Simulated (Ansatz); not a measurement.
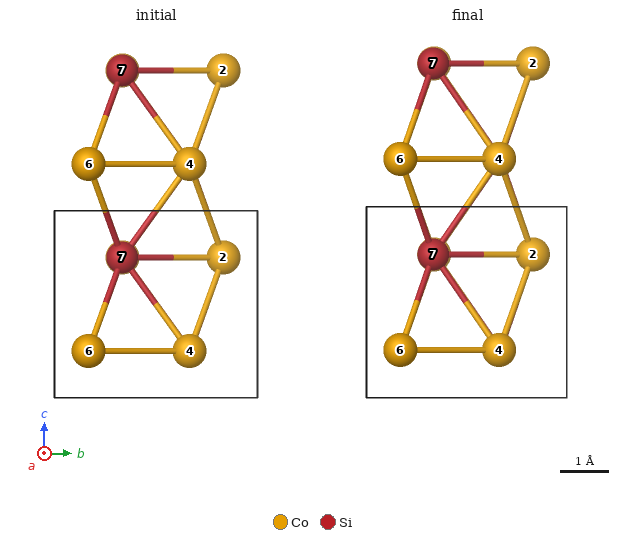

The structure of solid Co3Si (set up in P6_3/mmc) before (left) and after (right) a relaxation, at one scale.

The picture is a ball-and-stick view of the cell of the calculation, repeated 1 × 1 × 2 with one cell outlined, seen along the a axis.

Method: DFT r2SCAN, scalar-relativistic, plane waves, PAW (Ansatz 0.2.0). Set-up: plane-wave cutoff 500 eV; k-point mesh 12 × 12 × 10; occupations gaussian; smearing width 0.1 eV; collinear spin; cell and atoms relaxed; force threshold 0.005 eV/Å; at most 80 steps.

**Summarise the run.**

The largest moves relative to the cell, 0.012 Å, are those of Co atoms. Si stays in place. The drawn cell changes as follows: a = b 4.976 → 4.909 Å (−1.4 %), c 3.973 → 4.058 Å (+2.1 %); the volume changes by −0.6 %. Some distances before and after: Co–Co 2.476 → 2.422 Å, Co–Si 2.488 → 2.455 Å, Co–Co 2.456 → 2.486 Å, Co–Si 2.447 → 2.464 Å. The space group stays P6_3/mmc (No. 194). The energy falls by 70.7 meV per cell of the calculation in 4 accepted moves (7 points after the start). Largest force component: 0.29 eV/Å at the start, 0.0012 eV/Å at the end. Pressure: −1.54 GPa at the start and −0.01 GPa at the end. The line search rejected the trial step at point 5 of the run. At 2 points the geometry stayed and the basis and grid were re-selected for the new cell (energy shift of 0.1 meV per cell of the calculation at most each time). Cost: 19 min on 2 threads of Arm Neoverse V1, with other jobs on the host, peak memory 1.5 GiB.
